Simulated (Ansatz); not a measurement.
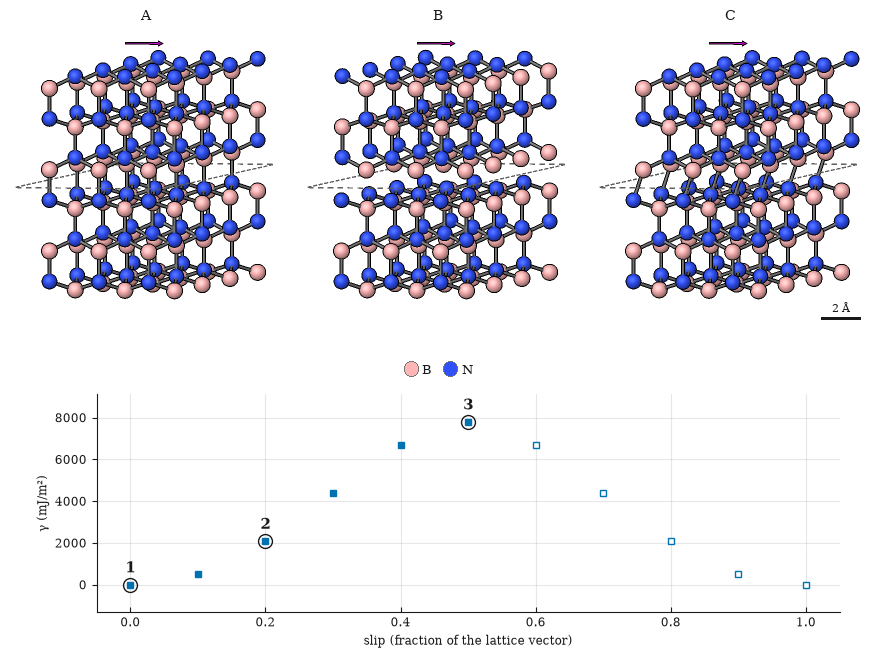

Crystalline BN (P6_3mc): the crystal above a cut along the (0 0 1) plane of the conventional cell (between a plane of N below and one of B above, 1.58 Å apart) is slid rigidly by fractions of an in-plane lattice vector 2.55 Å long (a generalised stacking fault). One cut stands in each cell, which starts 12.7 Å high; nothing is relaxed, and the dashed outline marks the cut, the arrow on top the direction of slip. The frames are shuffled; the numbered points of the plot belong to them. Hollow markers are points alike by symmetry, not computed again. A ball-and-stick model of the layers on both sides of the cut, seen from the side, nearly along the cut plane.

Method: Ansatz 0.2.0, DFT PBE, scalar-relativistic, plane waves, PAW. (plane-wave cutoff 420 eV; k-point mesh 10 × 10 × 2; occupations gaussian; smearing width 0.05 eV; no spin polarisation). Energies (free energies at the smearing named) are counted from the relaxed crystal.

### Match the frames to the points.

Point 1 is frame A (the slip 0.00, 0 mJ/m²); 2 is frame C (the slip 0.20, 2085 mJ/m²); 3 is frame B (the slip 0.50, 7796 mJ/m²). The curve starts and ends at zero, since a full lattice vector restores the crystal. Its highest computed point is 7796 mJ/m² at slip 0.50, which the unstable stacking-fault energy of this rigid path equals or slightly exceeds. No local minimum shows among the points, so there is no metastable fault on this line. The path is symmetric about half-way. Relaxation across the fault would lower the values.
